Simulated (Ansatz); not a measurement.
# Two runs on CuO

System: CuO (4 atoms in the cell).
Method of the first run: Kohn-Sham DFT of a periodic cell, PBE with D3(BJ), Ansatz PAW, no spin polarisation (Ansatz 0.2.0).

The structure derives from an entry of the Crystallography Open Database. Text and figures count atoms from 1; the logs count them from 0 in places.

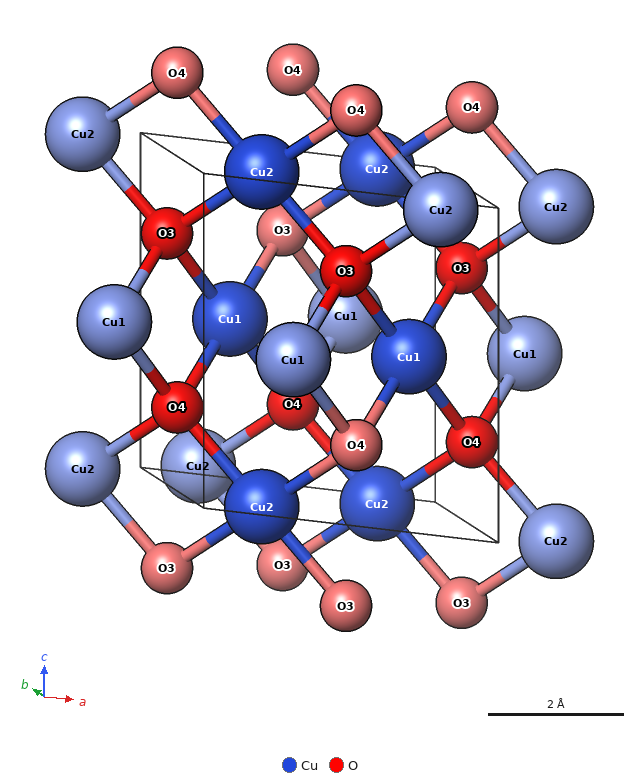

Figure 1. The structure (ball-and-stick view of the cell 2 times as large as that of the calculation, set on its symmetry axes, seen slightly off an axis; neighbours outside the cell are drawn fainter; atoms are numbered from 1 in the order of the input). Near neighbours in the crystal (not all of them lie inside the picture): Cu has 4 O at 1.92 to 1.93 Å; O has 4 Cu at 1.92 to 1.93 Å.

**Input, the first run**
```yaml
crystal:
  lattice:
    - [2.3101994985, -1.6881714891, 0.0]
    - [2.3101994985, 1.6881714891, 0.0]
    - [-0.8385391614, 0.0, 4.9895114286]
  atoms:
    - { symbol: Cu, position: [0.5, 0.0, 0.5] }
    - { symbol: Cu, position: [0.0, 0.5, 0.0] }
    - { symbol: O, position: [0.4184, 0.5816, 0.75] }
    - { symbol: O, position: [0.5816, 0.4184, 0.25] }
hamiltonian:
  xc: pbe
  pseudopotentials: { kind: paw }
  dispersion: d3bj
kpoints:
  mp_grid: { grid: [10, 10, 5] }
scf:
  occupations: { method: fermi_dirac, width: 0.05 }
output:
  forces: true
  stress: true
  eigenvalues: true
```

Launched with:
```bash
ansatz run input.yaml --threads 2 --pin off --max-ram 5120MiB --backend cpu --events-out ev --progress --plain --runs-dir out
```

Hardware: 2 threads of Arm Neoverse V2, 24 GiB of memory available, shared host.

**Output, shortened to warnings, some set-up lines, iterations and results (the first run)**
```
Basis set: ecut = 420 eV, 759 PW (Γ), exchange–correlation on 40×40×72 points (8 copies of the dense FFT grid, shifted against one another)
Symmetry: 4 space group operations
k-points: 141 of 500
Initial density: superposition of atomic densities (neutral atoms: chi_scale 0, normalization atom), corrected by the library's trained network
[...]
SCF iter   1: F=—  HF=-14383.439881 eV  |F-HF|=—  |Δ(HF+E_count)|=         —  Δρ=5.09e-3  dr2=2.50e-3  ethr=1.77e-3  ⟨swp⟩=5.8  Hψ=14627  notcnv=0
SCF iter   2: F=—  HF=-14383.439415 eV  |F-HF|=—  |Δ(HF+E_count)|=   4.66e-4  Δρ=2.51e-3  dr2=7.49e-4  ethr=5.00e-6  ⟨swp⟩=2.0  Hψ=7718  notcnv=0
SCF iter   3: F=—  HF=-14383.439228 eV  |F-HF|=—  |Δ(HF+E_count)|=   1.87e-4  Δρ=4.12e-4  dr2=5.09e-5  ethr=1.50e-6  ⟨swp⟩=2.4  Hψ=6618  notcnv=0
SCF iter   4: F=—  HF=-14383.439232 eV  |F-HF|=—  |Δ(HF+E_count)|=   3.85e-6  Δρ=1.31e-4  dr2=5.48e-6  ethr=1.02e-7  ⟨swp⟩=2.2  Hψ=6660  notcnv=0
SCF iter   5: F=—  HF=-14383.439233 eV  |F-HF|=—  |Δ(HF+E_count)|=   6.46e-7  Δρ=3.95e-5  dr2=4.88e-7  ethr=1.10e-8  ⟨swp⟩=2.0  Hψ=6592  notcnv=0
SCF iter   6: F=-14383.439233 eV  HF=-14383.439233 eV  |F-HF|=1.07e-8  |Δ(HF+E_count)|=   1.32e-7  Δρ=8.57e-6  dr2=2.34e-8  ethr=2.00e-10  ⟨swp⟩=4.9  Hψ=17280  notcnv=0
SCF 1 converged in 6 iterations: F = -14383.439233 eV  dr2 = 2.34e-8
SCF converged after 6 iterations
Free energy (F): -14383.439233 eV
Harris-Foulkes:  -14383.439233 eV  (|F-HF|=1.07e-8)
Internal energy: -14383.420505 eV  (E = F + TS)
E sigma→0 (E₀):  -14383.429869 eV
Entropy (-TS):   -0.018727 eV (-4.682 meV/atom)
Fermi energy:    13.099681 eV
--- Per-component energies (eV) ---
  E_band       = -821.560676
  E_kinetic    = 945.816746
  E_local      = -9511.972380  (includes V_loc(G=0)·N_el)
  E_nonlocal   = 878.943460
  E_hartree    = 4126.172696
  E_xc         = -324.968494
  E_vxc        = -417.285765  (∫ρ·V_xc dr)
  E_paw        = -3639.238209  (= ΣΔE_a)
  E_vpaw       = -969.409379  (= ΣTr[D̂ρ^β])
  E_aug_tail   = 0.005460  (compensation charges beyond the density's cutoff)
  E_ewald      = -6857.001475
  E_disp       = -1.178310  (pairwise vdW)
  E_smearing   = -0.018727  (= −TS)
  E_closure    = 0.000000  (closes the sum)
  Σ components = -14383.439233   (vs F -14383.439233, Δ=0.00e0)
--- Forces (eV/Å), atoms counted from 1 ---
  atom   1  Cu    -0.00000000     0.00000000     0.00000000
  atom   2  Cu    -0.00000000     0.00000000    -0.00000000
  atom   3  O      0.00000000    -0.12806518     0.00000000
  atom   4  O      0.00000000     0.12806518     0.00000000
  max |Σ_I F_I| component: 3.79e-29 eV/Å
--- Stress (GPa, compression-positive) ---
        9.244426       0.000000      -2.254216
        0.000000       8.671824       0.000000
       -2.254215       0.000000       9.697415
  P = ⅓ Tr σ = 9.2046 GPa (92.046 kbar)
```

The input of the second run differs as follows (lines with − go, lines with + come):
```diff
-  pseudopotentials: { kind: paw }
-  dispersion: d3bj
+  pseudopotentials: { kind: paw, partial_waves: polarizable }
```

Predict how the results change.

The total energies belong to different models, so their difference says nothing on which is more stable or more accurate. The pressure goes from 9.20 to 14.15 GPa. The SCF takes 7 iterations against 6.

**Output, shortened to warnings, some set-up lines, iterations and results (the second run)**
```
Basis set: ecut = 420 eV, 759 PW (Γ), exchange–correlation on 40×40×72 points (8 copies of the dense FFT grid, shifted against one another)
Symmetry: 4 space group operations
k-points: 141 of 500
Initial density: superposition of atomic densities (neutral atoms: chi_scale 0, normalization atom), corrected by the library's trained network
[...]
SCF iter   1: F=—  HF=-14382.266229 eV  |F-HF|=—  |Δ(HF+E_count)|=         —  Δρ=5.80e-3  dr2=3.21e-3  ethr=1.77e-3  ⟨swp⟩=5.8  Hψ=14627  notcnv=0
SCF iter   2: F=—  HF=-14382.265005 eV  |F-HF|=—  |Δ(HF+E_count)|=   1.22e-3  Δρ=2.77e-3  dr2=9.25e-4  ethr=6.43e-6  ⟨swp⟩=2.0  Hψ=7710  notcnv=0
SCF iter   3: F=—  HF=-14382.264700 eV  |F-HF|=—  |Δ(HF+E_count)|=   3.05e-4  Δρ=4.69e-4  dr2=6.89e-5  ethr=1.85e-6  ⟨swp⟩=2.0  Hψ=6459  notcnv=0
SCF iter   4: F=—  HF=-14382.264701 eV  |F-HF|=—  |Δ(HF+E_count)|=   7.95e-7  Δρ=1.43e-4  dr2=6.18e-6  ethr=1.38e-7  ⟨swp⟩=2.3  Hψ=6664  notcnv=0
SCF iter   5: F=—  HF=-14382.264701 eV  |F-HF|=—  |Δ(HF+E_count)|=   6.91e-7  Δρ=5.46e-5  dr2=8.64e-7  ethr=1.24e-8  ⟨swp⟩=2.7  Hψ=6734  notcnv=0
SCF iter   6: F=—  HF=-14382.264702 eV  |F-HF|=—  |Δ(HF+E_count)|=   1.29e-7  Δρ=3.65e-5  dr2=2.48e-7  ethr=1.73e-9  ⟨swp⟩=2.0  Hψ=6921  notcnv=0
SCF iter   7: F=-14382.264701 eV  HF=-14382.264701 eV  |F-HF|=8.11e-9  |Δ(HF+E_count)|=   8.92e-8  Δρ=9.11e-6  dr2=2.97e-8  ethr=2.00e-10  ⟨swp⟩=5.0  Hψ=17600  notcnv=0
SCF 1 converged in 7 iterations: F = -14382.264701 eV  dr2 = 2.97e-8
SCF converged after 7 iterations
Free energy (F): -14382.264701 eV
Harris-Foulkes:  -14382.264701 eV  (|F-HF|=8.11e-9)
Internal energy: -14382.245986 eV  (E = F + TS)
E sigma→0 (E₀):  -14382.255344 eV
Entropy (-TS):   -0.018716 eV (-4.679 meV/atom)
Fermi energy:    13.106738 eV
--- Per-component energies (eV) ---
  E_band       = -821.577243
  E_kinetic    = 945.810928
  E_local      = -9511.962142  (includes V_loc(G=0)·N_el)
  E_nonlocal   = 878.928647
  E_hartree    = 4126.161952
  E_xc         = -324.968606
  E_vxc        = -417.285900  (∫ρ·V_xc dr)
  E_paw        = -3639.220749  (= ΣΔE_a)
  E_vpaw       = -969.382340  (= ΣTr[D̂ρ^β])
  E_aug_tail   = 0.005459  (compensation charges beyond the density's cutoff)
  E_ewald      = -6857.001475
  E_smearing   = -0.018716  (= −TS)
  E_closure    = -0.000000  (closes the sum)
  Σ components = -14382.264701   (vs F -14382.264701, Δ=0.00e0)
--- Forces (eV/Å), atoms counted from 1 ---
  atom   1  Cu     0.00000000     0.00000000     0.00000000
  atom   2  Cu     0.00000000    -0.00000000     0.00000000
  atom   3  O      0.00000000    -0.12555080     0.00000000
  atom   4  O      0.00000000     0.12555080     0.00000000
  max |Σ_I F_I| component: 1.89e-29 eV/Å
--- Stress (GPa, compression-positive) ---
       14.273843       0.000000      -2.267135
        0.000000      13.547235       0.000000
       -2.267129       0.000000      14.624444
  P = ⅓ Tr σ = 14.1485 GPa (141.485 kbar)
```

**The two runs side by side**

| quantity | the first run | the second run |
| --- | --- | --- |
| outcome | converged | converged |
| free energy per atom (eV) | −3595.8598 | −3595.5662 |
| energy per atom, smearing taken to zero (eV) | −3595.8575 | −3595.5638 |
| gap on the mesh (eV) | 0.00 | 0.00 |
| pressure (GPa) | 9.20 | 14.15 |
| largest force (eV/Å) | 0.128 | 0.126 |
| SCF iterations | 6 | 7 |
| irreducible k-points | 141 | 141 |
| plane waves at Γ | 759 | 759 |
| wall time (shared host) | 3.3 s | 3.4 s |

For both runs: The run has no spin polarisation, so a magnetic state may lie lower. For the first run: The cell is under a pressure of 9.2 GPa at this level, so it is not at its equilibrium volume. For the second run: The cell is under a pressure of 14.1 GPa at this level, so it is not at its equilibrium volume.
